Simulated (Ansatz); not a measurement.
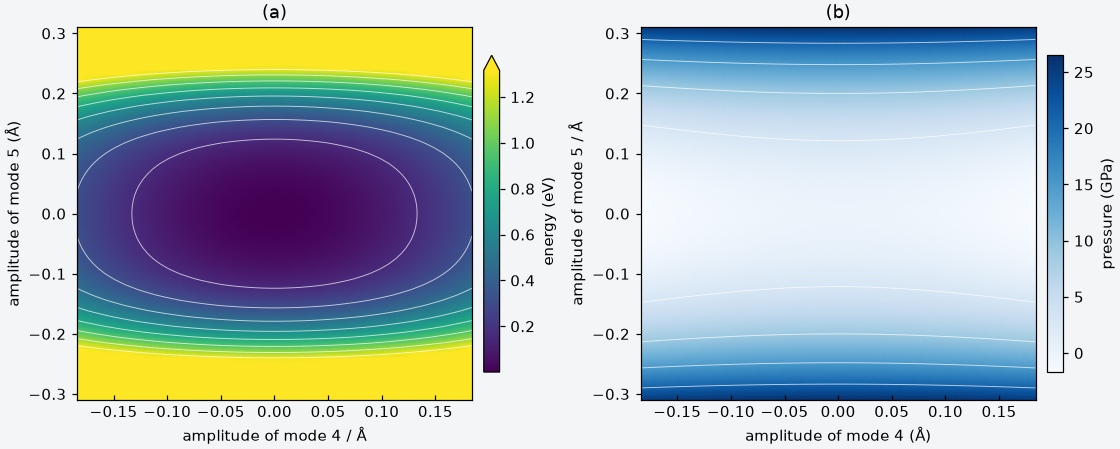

AlN (P6_3/mmc, No. 194; 8 atoms in the cell). The energy is mapped over two normal modes frozen in (zone-centre modes of the 8-atom cell of this scan, which folds in the wave vector (0, 1/2, 0) of the primitive cell). The first coordinate is: amplitude of mode 4 (174 cm⁻¹), largest displacement; the second: amplitude of mode 5 (200 cm⁻¹), largest displacement. Nothing is relaxed (the cell and all other modes fixed). Grid: 11 × 11 points; 36 points were computed and 85 follow by symmetry. Points are written as (first, second). Energies: eV per cell, counted from the lowest grid point. The calculation used Ansatz 0.2.0, DFT PBE, scalar-relativistic, plane waves, PAW. Settings: cutoff 520 eV, k-mesh 8×6×4 in the order of the run's cell vectors, gaussian smearing 0.05 eV, no spin polarisation.

Panel (a) is the energy; panel (b) is the computed pressure, in GPa.

In the figure: a smooth colour map with a few white contour lines, one colour for all values above the top of the scale. Between grid points the surface is interpolated.

Question: How does the pressure vary over the map, and what is it at the lowest grid point?

Answer: It runs from −1.7 GPa at (−0.184 Å, 0.000 Å) to 26.5 GPa at (0.000 Å, −0.310 Å). At the lowest grid point, (0.000 Å, 0.000 Å), it is 0.0 GPa.

PAW datasets: the set soft_1.
